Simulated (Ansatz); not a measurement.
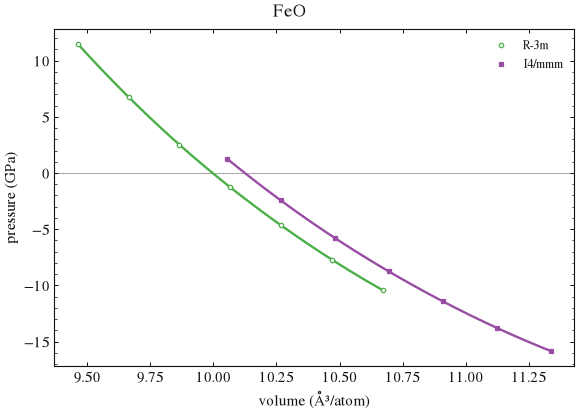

How it was computed, with Ansatz 0.2.0: all-electron LAPW DFT, collinear spins; energies at scaled volumes of the given cell, shape and fractions fixed, counted from the fit's minimum, third-order Birch-Murnaghan fit. Level: PBE, collinear spin.

- occupations: Fermi–Dirac
- smearing width: 0.05 eV
- potentials: all electron LAPW, scalar relativistic

Pressure against volume, with one curve for each structure, for FeO.

Settings that differ: R-3m: k mesh 11×11×11; I4/mmm: k mesh 12×12×12.

The fitted equilibrium volumes, smallest first, are R-3m 9.997, I4/mmm 10.126 Å³/atom. The fitted bulk moduli, smallest first, are I4/mmm 181.2, R-3m 185.0 GPa. For R-3m, the pressure falls from 11.49 GPa at volume 9.46 Å³/atom to −10.43 GPa at 10.67 Å³/atom, and changes sign near 10.00 Å³/atom. For I4/mmm, the pressure falls from 1.29 GPa at volume 10.05 Å³/atom to −15.84 GPa at 11.34 Å³/atom, and changes sign near 10.13 Å³/atom.

Caveats: shape and atomic fractions are frozen while scaling, which makes layered, chain and framework solids too stiff.
